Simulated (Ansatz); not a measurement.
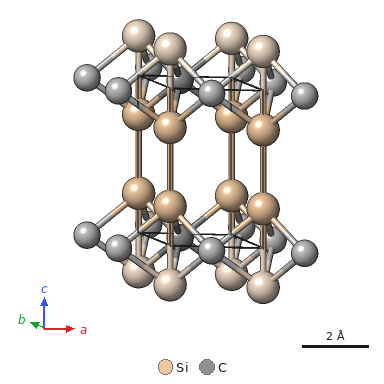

This ball-and-stick model is shown slightly off an axis. The wireframe shows the conventional unit cell. The bonded neighbours beyond the faces are included, in fainter colours. Cell: a = 2.88 Å, b = 2.88 Å, c = 4.84 Å, α = 90.00°, β = 90.00°, γ = 120.00°.

Origin of the cell: a structure type filled with these elements by a generator (whether the compound takes this form wasn't checked). Earlier steps of the study may have refined or changed the cell and positions. A calculation with Ansatz used it as input.

Question: What is this?

Answer: The stoichiometry is Si2C. Its lattice is primitive hexagonal, its space group P-6m2 (No. 187). With Z = 1, the cell contains 2 Si, 1 C. The neighbours of Si are three C and two Si (about 2.1 Å to C, 2.4 Å to Si). The C atoms are each bonded to six Si in a distorted trigonal prismatic arrangement at about 2.1 Å. The bonds build a three-dimensional framework.

The calculation used DFT PBE, scalar-relativistic, plane waves, PAW in Ansatz, with a kinetic-energy cutoff of 420 eV, an 18×18×10 k-point grid, Gaussian smearing of 0.1 eV, no spin polarisation.

Question: What is the band gap, if any?

Answer: A metal: bands cross the Fermi level.

Question: What charge does Bader's analysis assign to each element?

Answer: Si +1.31 e; C -2.63 e.

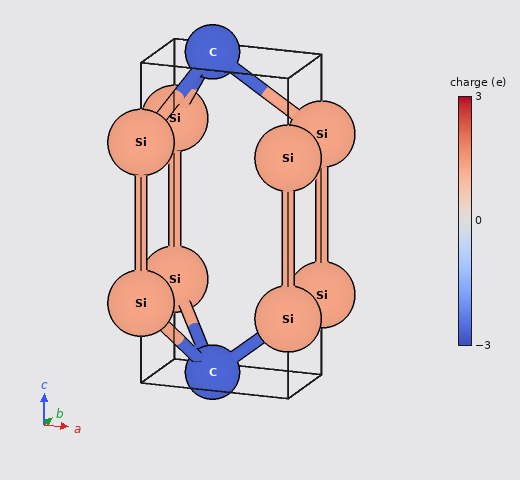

The atoms coloured by those charges. The run's cell of 3 atoms is drawn.

Question: Has the structure come to rest?

Answer: Yes. All forces vanish to within 0.01 eV/Å. The pressure is 0.0 GPa, close to zero.
